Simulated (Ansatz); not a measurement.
# Run report: Mg$_{4}$H, geometry relaxation

- system: Mg$_{4}$H (slab, 5 atoms in the cell)
- method: DFT PBEsol, scalar-relativistic, plane waves, PAW, no spin polarisation (Ansatz 0.2.0)

The structure derives from an entry of the Crystallography Open Database. The input holds or restrains some coordinates.

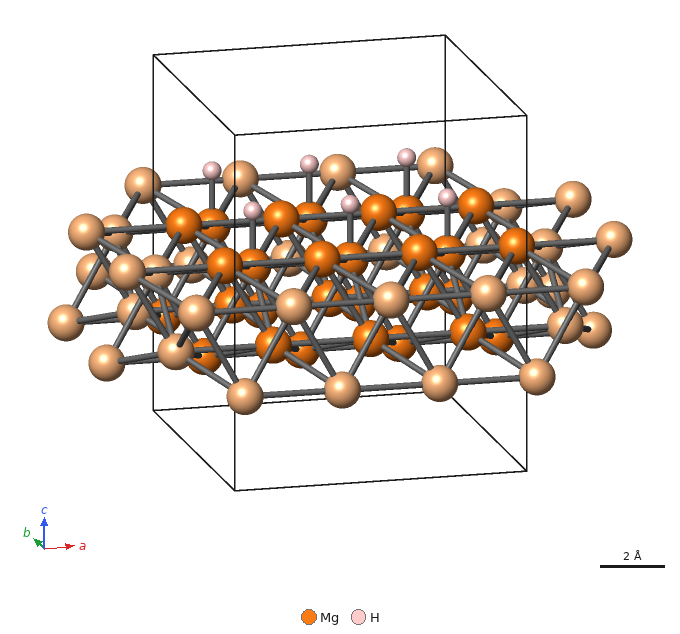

**Figure 1.** The input geometry (ball-and-stick view of the 3 × 2 repeat of the cell, with the vacuum cut short, seen slightly off an axis; neighbours outside the cell are drawn fainter).

### Input file
```yaml
crystal:
  lattice:
    - [3.1881999939, 0.0, 0.0]
    - [0.0, 5.1084658709, 0.0]
    - [0.0, 0.0, 19.1358427726]
  atoms:
    - { symbol: Mg, position: [0.0, 0.75, 0.2090318178] }
    - { symbol: Mg, position: [0.5, 0.25, 0.2571276385] }
    - { symbol: Mg, position: [0.5, 0.75, 0.3576109084] }
    - { symbol: Mg, position: [0.0, 0.25, 0.3990335238] }
    - { symbol: H, position: [0.5, 0.75, 0.4529160106] }
basis:
  ecutwfc: 420
kpoints:
  mp_grid: { grid: [8, 5, 1] }
hamiltonian:
  xc: pbesol
scf:
  occupations: { method: gaussian, width: 0.1 }
output:
  forces: true
  eigenvalues: true
relax:
  adjacent_minimum: "off"
  f_tol: 0.025
  max_steps: 16
  constraints: [{ sites: [0, 1, 2, 3] }, { sites: [4], fix: xy }]
efield:
  axis: 3
  dipole_correction: true
  ramp_width: 0.04
```

Hardware: 1 thread of Intel Xeon (Sapphire Rapids), 10 GiB of memory available, shared host.

Command:
```bash
ansatz run input.yaml --threads 1 --pin off --max-ram 3072MiB --backend cpu --events-out ev --progress --plain --runs-dir out
```

### Output
```
Engine: ansatz 0.2.0, x86_64-unknown-linux-gnu
Pseudopotentials: kind: paw
Pseudopotential: Mg, paw, valence charge 10, recommended cutoff 420 eV (normal), Mg.paw.azcp
Pseudopotential: H, paw, valence charge 1, recommended cutoff 420 eV (normal), H.paw.azcp
Functional definition: PBEsol
  exchange = pbesol_x
  correlation = pbesol_c
Crystal: 5 atoms, lattice volume = 311.662 Å³
Basis set: ecut = 420 eV, 6081 PW (Γ), exchange–correlation on 48×72×256 points (8 copies of the dense FFT grid, shifted against one another)
Bands: 26, of which v1, the nominal top of the filled ones, is band 21 counted from 1 (20 counted from 0)
Symmetry: 4 space group operations
Space group: Pmm2 (ITA 25), of the structure as read, at distance tolerance 6.8e-5 Å
k-points: 15 of 40
Non-local potential: Mg, projectors of the file, l = 0: 3, l = 1: 2, l = 2: 1
Non-local potential: H, projectors of the file, l = 0: 2, l = 1: 1
PAW form: soft (Blöchl's): semilocal exchange-correlation on the pseudo side does not see the compensation charge
PAW frozen core: Mg, regenerated for the run's functional, and the local potential with it (the file was generated under x = pbe(κ = 0.804, μ = 0.2195149727645171), c = pbe(β = 0.06672455060314922))
PAW one-centre angular grid: Mg, 110 points (default); XC on 64 Gauss nodes
PAW one-centre angular grid: H, 110 points (default); XC on 64 Gauss nodes
Initial density: superposition of atomic densities (neutral atoms: chi_scale 0, normalization atom), corrected by the library's trained network
Initial wavefunctions: pseudopotential atomic-orbital guess
Functional: x = pbesol(κ = 0.804, μ = 0.12345679012345678), c = pbesol(β = 0.046)
SCF iter   1: F=—  HF=-7661.793209 eV  |F-HF|=—  |Δ(HF+E_count)|=         —  Δρ=2.95e-3  dr2=7.43e-2  ethr=1.77e-3  p=-0.063 e·Å  D=-3.65e-2 V/Å  ΔV_dip=0.70 eV  dr2_dipole=4.87e-4  V_vac-E_F(+/−)=4.68/3.98 eV  ⟨swp⟩=10.7  Hψ=2191  notcnv=0
efield: sawtooth ramp at fractional position 0.8110 (placed from the atoms, in the widest stretch of the axis that holds none; the zero of the levels goes with the place), width 0.0400; the density the first Hamiltonian is built on has a dipole p = -0.063 e·Å; the dipole correction subtracts the counter field D = -3.65e-2 V/Å, which shifts the + side's vacuum level by +0.70 eV against the − side's; the planar-averaged density in the ramp window peaks in size at 3.7e-5 e/Å³
preconditioner: auto → LDOS  [insulator: Δε(μ)=0.141 eV  Ē_g=4.896 eV  σ=0.100 eV  W_gap=0.54  n_scr=28 (ndim 8)  ℏωp=6.3 eV  f_vac=0.593  D(μ)=2.92/eV (n_scr^D=12)  ε∞_Penn≈2.7  β→1.0]
SCF iter   2: F=—  HF=-7661.780682 eV  |F-HF|=—  |Δ(HF+E_count)|=   1.25e-2  Δρ=1.17e-3  dr2=5.96e-3  ethr=1.81e-4  p=-0.056 e·Å  D=-3.24e-2 V/Å  ΔV_dip=0.62 eV  dr2_dipole=2.66e-5  V_vac-E_F(+/−)=4.42/3.80 eV  ⟨swp⟩=2.2  Hψ=658  notcnv=0  defer=14
SCF iter   3: F=—  HF=-7661.779967 eV  |F-HF|=—  |Δ(HF+E_count)|=   7.15e-4  Δρ=5.28e-4  dr2=9.60e-4  ethr=1.45e-5  p=-0.055 e·Å  D=-3.19e-2 V/Å  ΔV_dip=0.61 eV  dr2_dipole=2.78e-5  V_vac-E_F(+/−)=4.38/3.77 eV  ⟨swp⟩=2.0  Hψ=694  notcnv=0  defer=14
SCF iter   4: F=—  HF=-7661.779599 eV  |F-HF|=—  |Δ(HF+E_count)|=   3.68e-4  Δρ=1.09e-4  dr2=5.69e-5  ethr=2.34e-6  p=-0.056 e·Å  D=-3.22e-2 V/Å  ΔV_dip=0.62 eV  dr2_dipole=1.39e-6  V_vac-E_F(+/−)=4.38/3.76 eV  ⟨swp⟩=2.0  Hψ=688  notcnv=0  defer=14
iter 5 did not close the SCF: its close was put off for the readings that it lacked (scf_convergence_deferred on its scf_iter line)
SCF iter   5: F=-7661.779603 eV  HF=-7661.779606 eV  |F-HF|=2.15e-6  |Δ(HF+E_count)|=   6.66e-6  Δρ=3.00e-5  dr2=5.44e-6  ethr=1.39e-7  p=-0.056 e·Å  D=-3.23e-2 V/Å  ΔV_dip=0.62 eV  dr2_dipole=2.41e-7  V_vac-E_F(+/−)=4.38/3.76 eV  ⟨swp⟩=3.0  Hψ=693  notcnv=0  defer=14
SCF iter   6: F=-7661.779605 eV  HF=-7661.779606 eV  |F-HF|=4.64e-7  |Δ(HF+E_count)|=   3.15e-7  Δρ=7.22e-6  dr2=6.62e-7  ethr=1.33e-8  p=-0.056 e·Å  D=-3.23e-2 V/Å  ΔV_dip=0.62 eV  dr2_dipole=1.44e-7  V_vac-E_F(+/−)=4.38/3.76 eV  ⟨swp⟩=9.8  Hψ=1708  notcnv=0
SCF 1 converged in 6 iterations: F = -7661.779605 eV  dr2 = 6.62e-7
  greatest PAW one-centre occupation: 1.000 electrons in one spin orbital (limit 2), on the Mg atom at site 2 (counted from 0), in its partial waves of l = 0
relax step   1: F+E_penalty+E_count = -7661.77960542 eV  Δ(F+E_penalty+E_count) = +0.000e0 eV  max|allowed force component| = 8.350e-2 eV/Å  Δτ_max = 0.0000 Å  (6 SCF iters, dr2 threshold 1.56e-5 eV, accepted)
Initial density: handed on by an earlier stage of this run
Initial wavefunctions: those handed on with the density
iter 1 solved again at ethr=9.34e-7 eV; its pass at ethr=3.10e-3 eV (dr2=3.83e-4 eV) is discarded
SCF iter   1: F=—  HF=-7661.780335 eV  |F-HF|=—  |Δ(HF+E_count)|=         —  Δρ=3.02e-4  dr2=3.69e-4  ethr=9.34e-7  p=-0.056 e·Å  D=-3.23e-2 V/Å  ΔV_dip=0.62 eV  dr2_dipole=2.17e-6  V_vac-E_F(+/−)=4.38/3.76 eV  ⟨swp⟩=1.9  Hψ=1185  notcnv=0
efield: sawtooth ramp at fractional position 0.8110 (handed on by an earlier solve), width 0.0400; the density the first Hamiltonian is built on has a dipole p = -0.056 e·Å; the dipole correction subtracts the counter field D = -3.23e-2 V/Å, which shifts the + side's vacuum level by +0.62 eV against the − side's; the planar-averaged density in the ramp window peaks in size at 2.6e-6 e/Å³
preconditioner: auto → LDOS  [insulator: Δε(μ)=0.155 eV  Ē_g=4.900 eV  σ=0.100 eV  W_gap=0.68  n_scr=28 (ndim 8)  ℏωp=6.3 eV  f_vac=0.594  D(μ)=3.16/eV (n_scr^D=14)  ε∞_Penn≈2.7  β→1.0]
SCF iter   2: F=—  HF=-7661.780207 eV  |F-HF|=—  |Δ(HF+E_count)|=   1.28e-4  Δρ=6.89e-5  dr2=1.56e-5  ethr=9.01e-7  p=-0.053 e·Å  D=-3.08e-2 V/Å  ΔV_dip=0.59 eV  dr2_dipole=8.61e-7  V_vac-E_F(+/−)=4.36/3.77 eV  ⟨swp⟩=2.0  Hψ=444  notcnv=0
SCF iter   3: F=—  HF=-7661.780202 eV  |F-HF|=—  |Δ(HF+E_count)|=   5.04e-6  Δρ=1.63e-5  dr2=1.47e-6  ethr=3.81e-8  p=-0.053 e·Å  D=-3.10e-2 V/Å  ΔV_dip=0.59 eV  dr2_dipole=1.04e-8  V_vac-E_F(+/−)=4.36/3.77 eV  ⟨swp⟩=2.0  Hψ=491  notcnv=0
SCF iter   4: F=—  HF=-7661.780203 eV  |F-HF|=—  |Δ(HF+E_count)|=   8.42e-7  Δρ=5.47e-6  dr2=2.55e-7  ethr=3.59e-9  p=-0.053 e·Å  D=-3.10e-2 V/Å  ΔV_dip=0.59 eV  dr2_dipole=5.13e-8  V_vac-E_F(+/−)=4.36/3.77 eV  ⟨swp⟩=2.0  Hψ=490  notcnv=0
SCF iter   5: F=-7661.780203 eV  HF=-7661.780203 eV  |F-HF|=3.65e-9  |Δ(HF+E_count)|=   4.35e-8  Δρ=1.61e-6  dr2=1.79e-8  ethr=2.44e-10  p=-0.053 e·Å  D=-3.10e-2 V/Å  ΔV_dip=0.59 eV  dr2_dipole=9.31e-10  V_vac-E_F(+/−)=4.36/3.77 eV  ⟨swp⟩=9.5  Hψ=1521  notcnv=0
SCF 2 converged in 5 iterations: F = -7661.780203 eV  dr2 = 1.79e-8
relax step   2: F+E_penalty+E_count = -7661.78020323 eV  Δ(F+E_penalty+E_count) = -5.978e-4 eV  max|allowed force component| = 9.167e-3 eV/Å  Δτ_max = 0.0159 Å  (5 SCF iters, accepted)
```

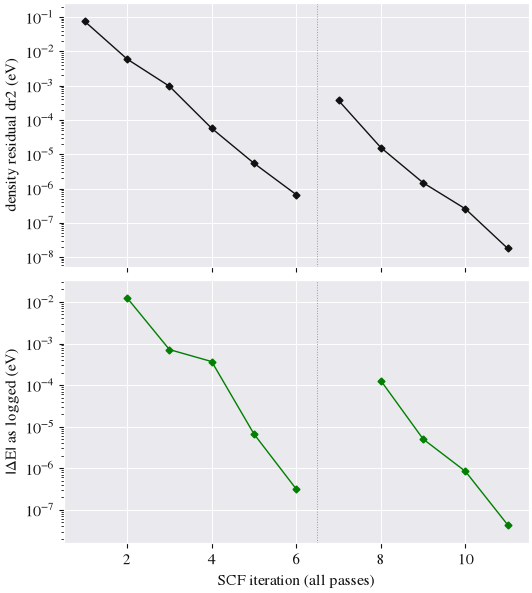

**Figure 2.** Convergence of the self-consistent field: density residual dr2 and size of the energy change against the SCF iteration. The dotted lines part the SCF passes of the relaxation: geometry steps, rejected trials and re-solves on a re-selected basis. The passes take 6 and 5 iterations.

```
SCF converged after 5 iterations
Free energy (F): -7661.780203 eV
Harris-Foulkes:  -7661.780203 eV  (|F-HF|=3.65e-9)
Internal energy: -7661.764405 eV  (E = F + TS)
E sigma→0 (E₀):  -7661.772304 eV
Entropy (-TS):   -0.015799 eV (-3.160 meV/atom)
Fermi energy:    -1.139933 eV
Dipole field:    D = -0.031024 V/Å  (p = -0.053434 e·Å, saw-weighted, corrected)
Work function:   Φ+ = 4.3589 eV   Φ− = 3.7652 eV
Levels:          The Fermi level and band energies are counted from a zero that moves with the ramp; work functions are not
--- Per-component energies (eV) ---
  E_band       = -1698.403683
  E_kinetic    = 309.627691
  E_local      = -21993.905061  (includes V_loc(G=0)·N_el)
  E_nonlocal   = 387.443825
  E_hartree    = 9931.204221
  E_xc         = -118.568047
  E_vxc        = -153.714769  (∫ρ·V_xc dr)
  E_paw        = -1126.293105  (= ΣΔE_a)
  E_vpaw       = -109.734421  (= ΣTr[D̂ρ^β])
  E_aug_tail   = -0.001040  (compensation charges beyond the density's cutoff)
  E_efield     = 0.000829  (sawtooth field / dipole correction)
  E_vefield    = -0.526596  (∫n·V_field dr)
  E_ewald      = 4948.490834
  E_core_change = 0.235449  (= ΣΔE_core)
  E_smearing   = -0.015799  (= −TS)
  E_closure    = 0.000000  (closes the sum)
  Σ components = -7661.780203   (vs F -7661.780203, Δ=0.00e0)
--- Forces (eV/Å), atoms counted from 1 ---
  atom   1  Mg    -0.00000000    -0.00000000     0.22434911
  atom   2  Mg     0.00000000    -0.00000000    -0.04658881
  atom   3  Mg     0.00000000     0.00000000    -0.33401026
  atom   4  Mg    -0.00000000     0.00000000     0.14708918
  atom   5  H     -0.00000000     0.00000000     0.00916749
  max |Σ_I F_I| component: 6.71e-6 eV/Å
--- Band table (eV; the first three rows and the last of 15) ---
  k-point 0: bands = ["-77.2739", "-76.9695", "-76.8119", "-76.3209", "-44.2382", "-44.2201", "-44.1810", "-43.9342", "-43.9090", "-43.8834", "-43.7648", "-43.7448", "-43.7432", "-43.2867", "-43.2761", "-43.2171", "-7.3793", "-5.6007", "-3.2191", "-1.9328", "-1.4665", "-0.3381", "0.0381", "0.6127", "2.2249", "2.4271"]
  k-point 1: bands = ["-77.2739", "-76.9695", "-76.8119", "-76.3209", "-44.2382", "-44.2200", "-44.1810", "-43.9342", "-43.9088", "-43.8834", "-43.7648", "-43.7451", "-43.7432", "-43.2868", "-43.2761", "-43.2171", "-7.1529", "-5.4036", "-3.9043", "-2.7429", "-1.8053", "0.1824", "0.5571", "0.9325", "2.4608", "2.5589"]
  k-point 2: bands = ["-77.2739", "-76.9695", "-76.8119", "-76.3210", "-44.2382", "-44.2199", "-44.1810", "-43.9343", "-43.9084", "-43.8833", "-43.7647", "-43.7455", "-43.7433", "-43.2869", "-43.2761", "-43.2171", "-6.4836", "-5.3871", "-4.8254", "-3.3669", "-2.1106", "-0.5592", "0.7976", "2.3624", "3.1628", "3.4277"]
  k-point 14: bands = ["-77.2729", "-76.9685", "-76.8110", "-76.3200", "-44.2366", "-44.2185", "-44.1978", "-43.9327", "-43.9071", "-43.9005", "-43.7634", "-43.7597", "-43.7438", "-43.2932", "-43.2853", "-43.2156", "-3.6368", "-2.6748", "-2.4412", "-1.8538", "-1.5920", "-0.3810", "0.1053", "0.6866", "1.2427", "2.2420"]
--- Relaxed structure (2 steps of the walk, 2 accepted, 0 SCFs on fresh bases) ---
  F+E_penalty+E_count = -7661.78020323 eV   max|allowed force component| = 9.167e-3 eV/Å
  atoms:
    - { symbol: Mg, position: [0.0, 0.7500000000000001, 0.20903181780000005] }
    - { symbol: Mg, position: [0.5, 0.25000000000000006, 0.25712763850000003] }
    - { symbol: Mg, position: [0.5, 0.7500000000000001, 0.3576109084000001] }
    - { symbol: Mg, position: [0.0, 0.25000000000000006, 0.3990335238000001] }
    - { symbol: H, position: [0.5, 0.7500000000000001, 0.4520852229341214] }
```

### Trajectory as extended XYZ (Å, eV, eV/Å), 2 frames, from step=1 to step=2
```
5
Lattice="3.1882 0.0000 0.0000 0.0000 5.1085 0.0000 0.0000 0.0000 19.1358" Properties=species:S:1:pos:R:3:forces:R:3 step=1 energy=-7661.77960
Mg    0.0000    3.8313    4.0000    0.0000   0.0000   0.2259
Mg    1.5941    1.2771    4.9204    0.0000   0.0000  -0.0463
Mg    1.5941    3.8313    6.8432    0.0000   0.0000  -0.2495
Mg    0.0000    1.2771    7.6358    0.0000   0.0000   0.1535
H     1.5941    3.8313    8.6669    0.0000   0.0000  -0.0835
5
Lattice="3.1882 0.0000 0.0000 0.0000 5.1085 0.0000 0.0000 0.0000 19.1358" Properties=species:S:1:pos:R:3:forces:R:3 step=2 energy=-7661.78020
Mg    0.0000    3.8313    4.0000    0.0000   0.0000   0.2243
Mg    1.5941    1.2771    4.9204    0.0000   0.0000  -0.0466
Mg    1.5941    3.8313    6.8432    0.0000   0.0000  -0.3340
Mg    0.0000    1.2771    7.6358    0.0000   0.0000   0.1471
H     1.5941    3.8313    8.6510    0.0000   0.0000   0.0092
```

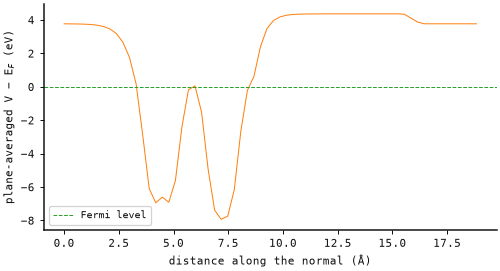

**Figure 3.** Plane average of the electrostatic potential energy of an electron across the cell, from the Fermi level. The vacuum level lies 4.36 eV above the Fermi level on the upper side and 3.77 eV on the lower.

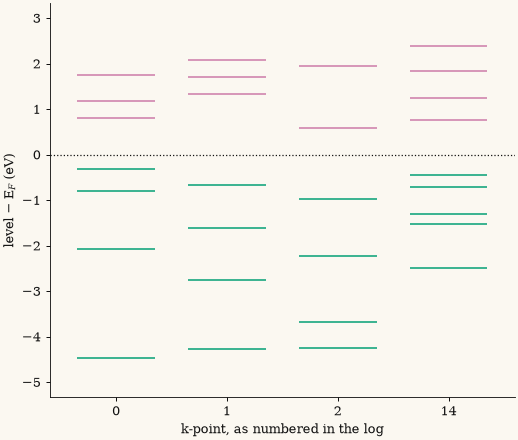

**Figure 4.** Kohn–Sham levels near the Fermi level (dotted) at the few k-points that the log prints; levels within 0.02 eV of each other stand side by side. The system is metallic on the full mesh.

### Results in brief

- outcome: converged under the restraints of the input
- electrons treated: 41
- free energy: −7661.7802 eV
- work function, top face: 4.36 eV
- work function, bottom face: 3.77 eV
- Fermi energy: −1.140 eV
- gap on the k-point mesh: none (metallic)
- final volume: 311.66 Å³
- work function (upper face): 4.36 eV
- largest force (length of the vector) at the end, held atoms and coordinates included: 0.334 eV/Å
- wall time: 12 s
- peak memory: 0.51 GiB
